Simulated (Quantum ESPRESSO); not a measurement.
**Run report: Zr, relaxation of cell and atoms (part 1 of 3)**

System: Zr (P6/mmm, 3 atoms in the cell).
Method: Kohn-Sham DFT of a periodic cell, LDA, GBRV 1.5 LDA, no spin polarisation (Quantum ESPRESSO 7.5).

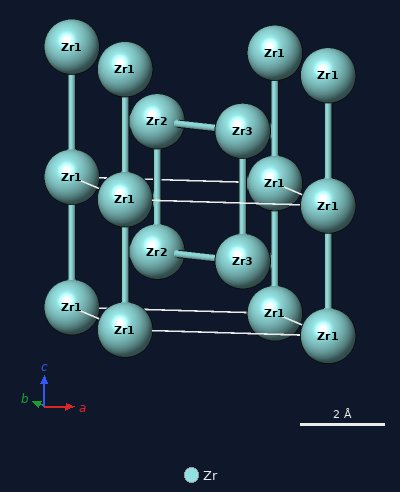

**Figure 1.** The structure (ball-and-stick view of the cell of the calculation, repeated 1 × 1 × 2, seen slightly off an axis; atoms are numbered from 1 in the order of the input). An atom can appear more than once, as a periodic image.

**Input**
```
&CONTROL
  calculation = 'vc-relax'
  prefix = 'pwscf'
  outdir = './tmp'
  pseudo_dir = './pseudo'
  tprnfor = .true.
  tstress = .true.
  disk_io = 'low'
  nstep = 40
  forc_conv_thr = 0.0004
  etot_conv_thr = 1d-05
/
&SYSTEM
  ibrav = 0
  nat = 3
  ntyp = 1
  ecutwfc = 45
  ecutrho = 360
  nbnd = 26
  occupations = 'smearing'
  smearing = 'gaussian'
  degauss = 0.00734986
/
&ELECTRONS
  conv_thr = 6d-10
  electron_maxstep = 120
  mixing_beta = 0.5
/
&IONS
  ion_dynamics = 'bfgs'
/
&CELL
  cell_dynamics = 'bfgs'
  press = 0
  press_conv_thr = 0.3
/
ATOMIC_SPECIES
Zr    91.2240 zr_lda_v1.uspp.F.UPF
CELL_PARAMETERS angstrom
   5.0330000000    0.0000000000    0.0000000000
  -2.5165000000    4.3587058572    0.0000000000
   0.0000000000    0.0000000000    3.1320000000
ATOMIC_POSITIONS crystal
Zr     0.0000000000    0.0000000000    0.0000000000
Zr     0.3333333333    0.6666666667    0.5000000000
Zr     0.6666666667    0.3333333333    0.5000000000
K_POINTS automatic
14 14 19 0 0 0
```

Machine: 1 thread of AMD EPYC 7571, 64 GiB of memory available, shared host.

Command:
```bash
OMP_NUM_THREADS=1 pw.x -in pw.in > pw.out
```

**Output**
```
This program is part of the open-source Quantum ESPRESSO suite
     for quantum simulation of materials; please cite
         "P. Giannozzi et al., J. Phys.:Condens. Matter 21 395502 (2009);
         "P. Giannozzi et al., J. Phys.:Condens. Matter 29 465901 (2017);
         "P. Giannozzi et al., J. Chem. Phys. 152 154105 (2020);
          URL
     in publications or presentations arising from this work. More details at

     Message from routine setup:
     using ibrav=0 with symmetry is DISCOURAGED, use correct ibrav instead

     G-vector sticks info
     --------------------
     sticks:   dense  smooth     PW     G-vecs:    dense   smooth      PW
     Sum        2233    1135    349                53303    18943    3133

     Using Slab Decomposition

     bravais-lattice index     =            0
     lattice parameter (alat)  =       9.5110  a.u.
     unit-cell volume          =     463.6634 (a.u.)^3
     number of atoms/cell      =            3
     number of atomic types    =            1
     number of electrons       =        36.00
     number of Kohn-Sham states=           26
     kinetic-energy cutoff     =      45.0000  Ry
     charge density cutoff     =     360.0000  Ry
     scf convergence threshold =      6.0E-10
     mixing beta               =       0.5000
     number of iterations used =            8  plain     mixing
     energy convergence thresh.=      1.0E-05
     force convergence thresh. =      4.0E-04
     press convergence thresh. =      3.0E-01
     Exchange-correlation= SLA  PZ   NOGX NOGC
                           (   1   1   0   0   0   0   0)
     nstep                     =           40

     celldm(1)=   9.510992  celldm(2)=   0.000000  celldm(3)=   0.000000
     celldm(4)=   0.000000  celldm(5)=   0.000000  celldm(6)=   0.000000

     crystal axes: (cart. coord. in units of alat)
               a(1) = (   1.000000   0.000000   0.000000 )
               a(2) = (  -0.500000   0.866025   0.000000 )
               a(3) = (   0.000000   0.000000   0.622293 )

     reciprocal axes: (cart. coord. in units 2 pi/alat)
               b(1) = (  1.000000  0.577350 -0.000000 )
               b(2) = (  0.000000  1.154701  0.000000 )
               b(3) = (  0.000000 -0.000000  1.606960 )

     PseudoPot. # 1 for Zr read from file:
     zr_lda_v1.uspp.F.UPF
     Pseudo is Ultrasoft + core correction, Zval = 12.0
     Generated by new atomic code, or converted to UPF format
     Using radial grid of  887 points,  6 beta functions with:
                l(1) =   0
                l(2) =   0
                l(3) =   1
                l(4) =   1
                l(5) =   2
                l(6) =   2
     Q(r) pseudized with  6 coefficients,  rinner =    1.200   1.200   1.200
                                                       1.200   1.200

     atomic species   valence    mass     pseudopotential
     Zr               12.00    91.22400     Zr( 1.00)

     24 Sym. Ops., with inversion, found

   Cartesian axes

     site n.     atom                  positions (alat units)
         1        Zr     tau(   1) = (   0.0000000   0.0000000   0.0000000  )
         2        Zr     tau(   2) = (  -0.0000000   0.5773503   0.3111464  )
         3        Zr     tau(   3) = (   0.5000000   0.2886751   0.3111464  )

     number of k points=   240  Gaussian smearing, width (Ry)=  0.0073

     Number of k-points >= 100: set verbosity='high' to print them.

     Dense  grid:    53303 G-vectors     FFT dimensions: (  60,  60,  36)

     Smooth grid:    18943 G-vectors     FFT dimensions: (  45,  45,  25)

     Initial potential from superposition of free atoms

     starting charge      35.9946, renormalised to      36.0000

     negative rho (up, down):  1.822E-01 0.000E+00
     Starting wfcs are   39 randomized atomic wfcs

     Self-consistent Calculation

     iteration #  1     ecut=    45.00 Ry     beta= 0.50
     Davidson diagonalization with overlap
     ethr =  1.00E-02,  avg # of iterations =  2.0

     Threshold (ethr) on eigenvalues was too large:
     Diagonalizing with lowered threshold

     Davidson diagonalization with overlap
     ethr =  1.77E-04,  avg # of iterations =  2.0

     negative rho (up, down):  1.828E-01 0.000E+00

     total energy              =    -297.87209113 Ry
     estimated scf accuracy    <       0.06990858 Ry

     iteration #  2     ecut=    45.00 Ry     beta= 0.50
     Davidson diagonalization with overlap
     ethr =  1.94E-04,  avg # of iterations =  2.8

     negative rho (up, down):  1.833E-01 0.000E+00

     total energy              =    -297.86065812 Ry
     estimated scf accuracy    <       0.13419884 Ry

     iteration #  3     ecut=    45.00 Ry     beta= 0.50
     Davidson diagonalization with overlap
     ethr =  1.94E-04,  avg # of iterations =  2.2

     negative rho (up, down):  1.843E-01 0.000E+00

     total energy              =    -297.88411654 Ry
     estimated scf accuracy    <       0.02908244 Ry

     iteration #  4     ecut=    45.00 Ry     beta= 0.50
     Davidson diagonalization with overlap
     ethr =  8.08E-05,  avg # of iterations =  1.0

     negative rho (up, down):  1.849E-01 0.000E+00

     total energy              =    -297.88655897 Ry
     estimated scf accuracy    <       0.00047302 Ry

     iteration #  5     ecut=    45.00 Ry     beta= 0.50
     Davidson diagonalization with overlap
     ethr =  1.31E-06,  avg # of iterations =  6.0

     negative rho (up, down):  1.849E-01 0.000E+00

     total energy              =    -297.88667059 Ry
     estimated scf accuracy    <       0.00023311 Ry

     iteration #  6     ecut=    45.00 Ry     beta= 0.50
     Davidson diagonalization with overlap
     ethr =  6.48E-07,  avg # of iterations =  1.2

     negative rho (up, down):  1.849E-01 0.000E+00

     total energy              =    -297.88668424 Ry
     estimated scf accuracy    <       0.00001217 Ry

     iteration #  7     ecut=    45.00 Ry     beta= 0.50
     Davidson diagonalization with overlap
     ethr =  3.38E-08,  avg # of iterations =  3.2

     negative rho (up, down):  1.848E-01 0.000E+00

     total energy              =    -297.88668643 Ry
     estimated scf accuracy    <       0.00000007 Ry

     iteration #  8     ecut=    45.00 Ry     beta= 0.50
     Davidson diagonalization with overlap
     ethr =  1.88E-10,  avg # of iterations =  4.3

     negative rho (up, down):  1.848E-01 0.000E+00

     total energy              =    -297.88668651 Ry
     estimated scf accuracy    <       0.00000004 Ry

     iteration #  9     ecut=    45.00 Ry     beta= 0.50
     Davidson diagonalization with overlap
     ethr =  1.21E-10,  avg # of iterations =  1.0

     negative rho (up, down):  1.848E-01 0.000E+00

     total energy              =    -297.88668651 Ry
     estimated scf accuracy    <       0.00000002 Ry

     iteration # 10     ecut=    45.00 Ry     beta= 0.50
     Davidson diagonalization with overlap
     ethr =  4.66E-11,  avg # of iterations =  2.0

     negative rho (up, down):  1.848E-01 0.000E+00

     End of self-consistent calculation

     Number of k-points >= 100: set verbosity='high' to print the bands.

     the Fermi energy is    14.0096 ev

!    total energy              =    -297.88668651 Ry
     estimated scf accuracy    <          1.6E-10 Ry
     smearing contrib. (-TS)   =      -0.00107936 Ry
     internal energy E=F+TS    =    -297.88560715 Ry

     The total energy is F=E-TS. E is the sum of the following terms:
     one-electron contribution =     -53.37314252 Ry
     hartree contribution      =      40.62448218 Ry
     xc contribution           =     -53.07298357 Ry
     ewald contribution        =    -232.06396324 Ry

     convergence has been achieved in  10 iterations

     negative rho (up, down):  1.848E-01 0.000E+00

     Forces acting on atoms (cartesian axes, Ry/au):

     atom    1 type  1   force =     0.00000000    0.00000000   -0.00000000
     atom    2 type  1   force =    -0.00000000   -0.00000000   -0.00000000
     atom    3 type  1   force =     0.00000000    0.00000000    0.00000000

     Total force =     0.000000     Total SCF correction =     0.000000

     Computing stress (Cartesian axis) and pressure

     negative rho (up, down):  1.848E-01 0.000E+00
          total   stress  (Ry/bohr**3)                   (kbar)     P=      -58.23
  -0.00041515   0.00000000   0.00000000          -61.07        0.00        0.00
  -0.00000000  -0.00041515  -0.00000000           -0.00      -61.07       -0.00
   0.00000000  -0.00000000  -0.00035728            0.00       -0.00      -52.56

     BFGS Geometry Optimization
     Energy error            =      5.7E-03 Ry
     Gradient error          =      2.4E-25 Ry/Bohr
     Cell gradient error     =      6.1E+01 kbar

     number of scf cycles    =   1
     number of bfgs steps    =   0

     enthalpy           new  =    -297.8866865069 Ry

     new trust radius        =       0.0446968229 bohr
     new conv_thr            =       0.0000000006 Ry

     new unit-cell volume =    450.03296 a.u.^3 (    66.68800 Ang^3 )
     density =      6.81446 g/cm^3

CELL_PARAMETERS (angstrom)
   4.980763729  -0.000000000   0.000000000
  -2.490381865   4.313467920  -0.000000000
   0.000000000  -0.000000000   3.104025005

ATOMIC_POSITIONS (crystal)
Zr              -0.0000000000       -0.0000000000       -0.0000000000
Zr               0.3333333333        0.6666666667        0.5000000000
Zr               0.6666666667        0.3333333333        0.5000000000

     NEW-OLD atomic charge density approx. for the potential
     New effective cutoffs (rho, wfc):  367.42   45.95

     negative rho (up, down):  1.838E-01 0.000E+00

     Self-consistent Calculation

     iteration #  1     ecut=    45.00 Ry     beta= 0.50
     Davidson diagonalization with overlap
     ethr =  1.00E-06,  avg # of iterations =  5.1

     Threshold (ethr) on eigenvalues was too large:
     Diagonalizing with lowered threshold

     Davidson diagonalization with overlap
     ethr =  9.74E-08,  avg # of iterations =  1.9

     negative rho (up, down):  1.837E-01 0.000E+00

     total energy              =    -297.89084310 Ry
     estimated scf accuracy    <       0.00003406 Ry

     iteration #  2     ecut=    45.00 Ry     beta= 0.50
     Davidson diagonalization with overlap
     ethr =  9.46E-08,  avg # of iterations =  2.0

     negative rho (up, down):  1.837E-01 0.000E+00

     total energy              =    -297.89084168 Ry
     estimated scf accuracy    <       0.00001394 Ry

     iteration #  3     ecut=    45.00 Ry     beta= 0.50
     Davidson diagonalization with overlap
     ethr =  3.87E-08,  avg # of iterations =  2.5

     negative rho (up, down):  1.837E-01 0.000E+00

     total energy              =    -297.89084254 Ry
     estimated scf accuracy    <       0.00003826 Ry

     iteration #  4     ecut=    45.00 Ry     beta= 0.50
     Davidson diagonalization with overlap
     ethr =  3.87E-08,  avg # of iterations =  2.0

     negative rho (up, down):  1.837E-01 0.000E+00

     total energy              =    -297.89084648 Ry
     estimated scf accuracy    <       0.00000014 Ry

     iteration #  5     ecut=    45.00 Ry     beta= 0.50
     Davidson diagonalization with overlap
     ethr =  3.92E-10,  avg # of iterations =  4.0

     negative rho (up, down):  1.837E-01 0.000E+00

     total energy              =    -297.89084652 Ry
     estimated scf accuracy    <       0.00000007 Ry

     iteration #  6     ecut=    45.00 Ry     beta= 0.50
     Davidson diagonalization with overlap
     ethr =  1.95E-10,  avg # of iterations =  1.2

     negative rho (up, down):  1.837E-01 0.000E+00

     total energy              =    -297.89084653 Ry
     estimated scf accuracy    <          2.9E-09 Ry

     iteration #  7     ecut=    45.00 Ry     beta= 0.50
     Davidson diagonalization with overlap
     ethr =  8.01E-12,  avg # of iterations =  3.5

     negative rho (up, down):  1.837E-01 0.000E+00

     total energy              =    -297.89084653 Ry
     estimated scf accuracy    <          7.7E-10 Ry

     iteration #  8     ecut=    45.00 Ry     beta= 0.50
     Davidson diagonalization with overlap
     ethr =  2.14E-12,  avg # of iterations =  1.6

     negative rho (up, down):  1.837E-01 0.000E+00

     End of self-consistent calculation

     Number of k-points >= 100: set verbosity='high' to print the bands.

     the Fermi energy is    14.5059 ev

!    total energy              =    -297.89084653 Ry
     estimated scf accuracy    <          1.1E-12 Ry
     smearing contrib. (-TS)   =      -0.00105209 Ry
     internal energy E=F+TS    =    -297.88979444 Ry

     The total energy is F=E-TS. E is the sum of the following terms:
     one-electron contribution =     -50.08269785 Ry
     hartree contribution      =      39.73247183 Ry
     xc contribution           =     -53.16130001 Ry
     ewald contribution        =    -234.37826841 Ry

     convergence has been achieved in   8 iterations

     negative rho (up, down):  1.837E-01 0.000E+00

     Forces acting on atoms (cartesian axes, Ry/au):

     atom    1 type  1   force =     0.00000000    0.00000000    0.00000000
     atom    2 type  1   force =     0.00000000   -0.00000000   -0.00000000
     atom    3 type  1   force =     0.00000000    0.00000000    0.00000000

     Total force =     0.000000     Total SCF correction =     0.000000

     Computing stress (Cartesian axis) and pressure

     negative rho (up, down):  1.837E-01 0.000E+00
          total   stress  (Ry/bohr**3)                   (kbar)     P=      -30.91
  -0.00022643  -0.00000000   0.00000000          -33.31       -0.00        0.00
   0.00000000  -0.00022643  -0.00000000            0.00      -33.31       -0.00
   0.00000000  -0.00000000  -0.00017757            0.00       -0.00      -26.12

     Energy error            =      4.2E-03 Ry
     Gradient error          =      5.6E-25 Ry/Bohr
     Cell gradient error     =      3.3E+01 kbar

     number of scf cycles    =   2
     number of bfgs steps    =   1

     enthalpy           old  =    -297.8866865069 Ry
     enthalpy           new  =    -297.8908465288 Ry

     CASE: enthalpy          _new < enthalpy          _old

     new trust radius        =       0.0498754042 bohr
     new conv_thr            =            6.0E-12 Ry

     new unit-cell volume =    435.47379 a.u.^3 (    64.53056 Ang^3 )
     density =      7.04229 g/cm^3

CELL_PARAMETERS (angstrom)
   4.922213283  -0.000000000   0.000000000
  -2.461106641   4.262761746  -0.000000000
  -0.000000000  -0.000000000   3.075487227

ATOMIC_POSITIONS (crystal)
Zr               0.0000000000        0.0000000000       -0.0000000000
Zr               0.3333333333        0.6666666667        0.5000000000
Zr               0.6666666667        0.3333333333        0.5000000000

     NEW-OLD atomic charge density approx. for the potential
     New effective cutoffs (rho, wfc):  376.16   47.05

     negative rho (up, down):  1.823E-01 0.000E+00

     Self-consistent Calculation

     iteration #  1     ecut=    45.00 Ry     beta= 0.50
     Davidson diagonalization with overlap
     ethr =  1.00E-06,  avg # of iterations =  5.5

     negative rho (up, down):  1.823E-01 0.000E+00
```
